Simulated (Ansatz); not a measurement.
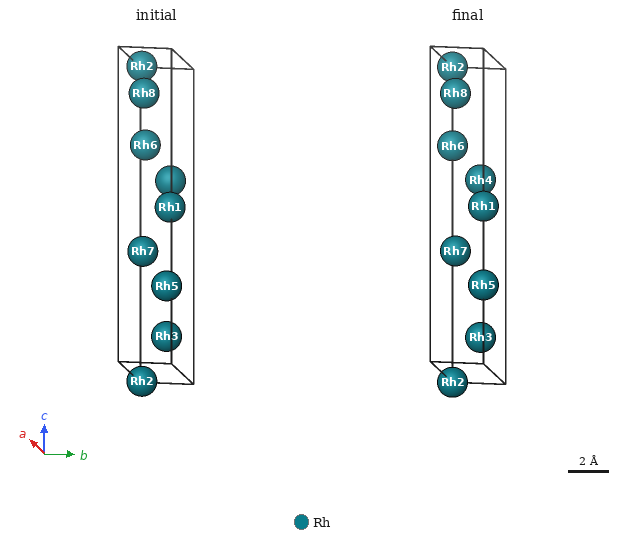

The structure of a crystal of Rh (set up in P1) before (left) and after (right) a relaxation, at one scale.

The picture is a spheres-only view of the cell of the calculation, seen from a free direction.

Case: a zone-boundary wave of random shape, sigma 0.1 Å; relaxed back.

The calculation used Ansatz 0.2.0, DFT PBEsol, scalar-relativistic, plane waves, PAW.

The input:
```yaml
crystal:
  lattice:
    - [2.6754312333, 0.0, 0.0]
    - [-1.3377156166, 2.3169914141, 0.0]
    - [0.0, 0.0, 17.4542775656]
  atoms:
    - { symbol: Rh, position: [-0.0866635608, -0.061532663, 0.5022049052] }
    - { symbol: Rh, position: [0.0866635608, 0.061532663, -0.0022049052] }
    - { symbol: Rh, position: [0.2648742, 0.6002311102, 0.1320898322] }
    - { symbol: Rh, position: [0.4017924667, 0.7331022232, 0.6179101678] }
    - { symbol: Rh, position: [-0.0512186139, -0.1125918078, 0.2496306084] }
    - { symbol: Rh, position: [0.0512186139, 0.1125918078, 0.7503693916] }
    - { symbol: Rh, position: [0.6491466538, 0.3140458305, 0.375057242] }
    - { symbol: Rh, position: [0.6841866795, 0.3526208361, 0.874942758] }
basis:
  ecutwfc: 420
kpoints:
  mp_grid: { grid: [12, 12, 2] }
hamiltonian:
  xc: pbesol
scf:
  occupations: { method: gaussian, width: 0.15 }
output:
  forces: true
  stress: true
  eigenvalues: true
relax:
  adjacent_minimum: "off"
  f_tol: 0.01
  max_steps: 80
  cell: { stress_tol: 0.1 }
```

Run as
```bash
ansatz run input.yaml --threads 2 --pin off --max-ram 5120MiB --backend cpu --events-out ev --progress --plain --runs-dir out
```

> Describe what moved and what it gained.

Over 3 accepted moves (4 points after the start) the energy falls by 0.802 eV per cell of the calculation. Largest force component: 3 eV/Å at the start, 0.0015 eV/Å at the end. The pressure goes from 4.18 to 0.00 GPa. The SCF was repeated once at an unchanged geometry on a basis and grid sized afresh for the cell, which shifted the energy by less than 0.05 meV per cell of the calculation at most. The largest moves relative to the cell, 0.26 Å, are those of Rh5 and Rh6. Rh6 goes along [−1 −2 0]. The drawn cell changes at constant volume: a 2.675 → 2.676 Å (0.0 %), b unchanged at 2.675 Å, c 17.454 → 17.462 Å (0.0 %). Some distances before and after: Rh2–Rh3 3.023 → 2.674 Å, Rh1–Rh4 2.346 → 2.673 Å, Rh3–Rh5 2.483 → 2.674 Å, Rh4–Rh6 2.865 → 2.674 Å. The space group (tolerance 0.01 Å) goes from P1 (No. 1) to P6_3/mmc (No. 194). The run took 2.1 min on 2 threads of AMD EPYC 9R45 96-Core Processor (Zen 5), on a shared host, peak memory 1.1 GiB.
